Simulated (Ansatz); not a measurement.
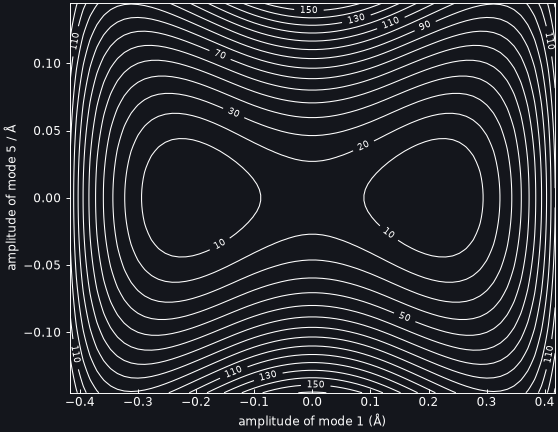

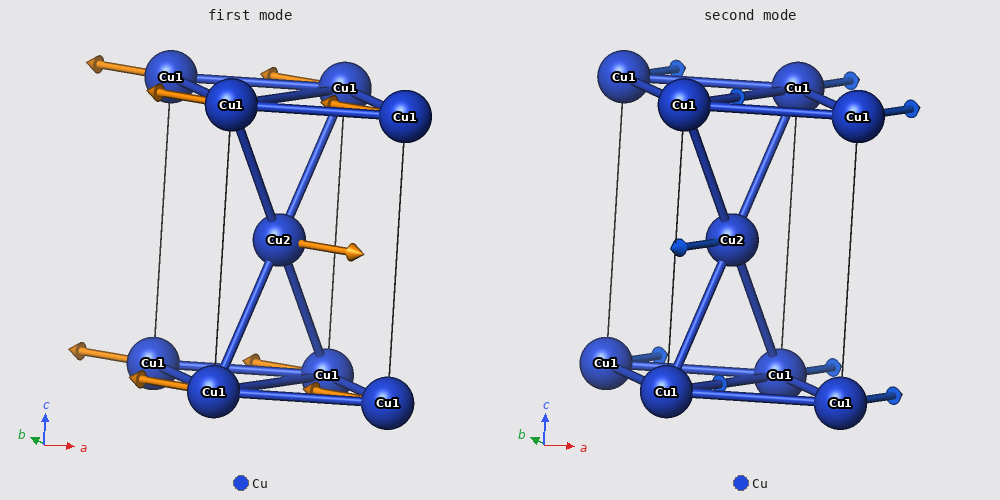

Energy landscape of Cu (I4/mmm, No. 139; 2 atoms in the cell). The energy is mapped over two normal modes frozen in (zone-centre modes of the 2-atom cell of this scan, which folds in the wave vector (0, 0, 1/2) of the primitive cell). First axis: amplitude of mode 1 (54i cm⁻¹), largest displacement. Second axis: amplitude of mode 5 (174 cm⁻¹), largest displacement. Nothing is relaxed (the cell and all other modes fixed). The grid has 9 × 9 points; 25 points were computed and 56 follow by symmetry. Points are written as (first, second). Energies: meV per cell, counted from the lowest grid point. The calculation used Ansatz, DFT LDA, scalar-relativistic, plane waves, PAW. Settings: cutoff 520 eV, k-mesh 20×20×12 in the order of the run's cell vectors, gaussian smearing 0.15 eV, no spin polarisation.

Drawn: contour lines labelled in meV. Between grid points the surface is interpolated. The second picture is the reference structure; its two panels give the patterns of the first and the second mode as arrows.

Question: What does the map say about the system?

Answer: The lowest grid point is at (−0.209 Å, 0.000 Å); the map holds 2 wells of about this depth. The reference structure, at (0.000 Å, 0.000 Å), is a saddle of this map. It is the only kind of minimum in the scanned range. The highest grid point, (0.000 Å, −0.145 Å), lies 161 meV above the lowest. On the interpolated surface the easiest way out of the lowest well to a well of about the same depth near (0.209 Å, 0.000 Å) passes a barrier of about 15 meV. The reference (I4/mmm) is not the lowest structure on this map: a distortion lowers the energy (space group Cmcm at the lowest grid point).

The values on the grid:

```csv
"second ↓, first →",−0.418,−0.314,−0.209,−0.104,0.000,0.104,0.209,0.314,0.418
0.145,131,91,111,145,161,145,111,91,131
0.109,118,59,63,86,98,86,63,59,118
0.072,108,35,28,43,52,43,28,35,108
0.036,102,21,7,17,24,17,7,21,102
0.000,100,16,0,8,15,8,0,16,100
−0.036,102,21,7,17,24,17,7,21,102
−0.072,108,35,28,43,52,43,28,35,108
−0.109,118,59,63,86,98,86,63,59,118
−0.145,131,91,111,145,161,145,111,91,131
```

Time for the 25 points that were run: 12 min on 2 threads of Arm Neoverse V1, on a shared host.

PAW datasets: the set soft_1.
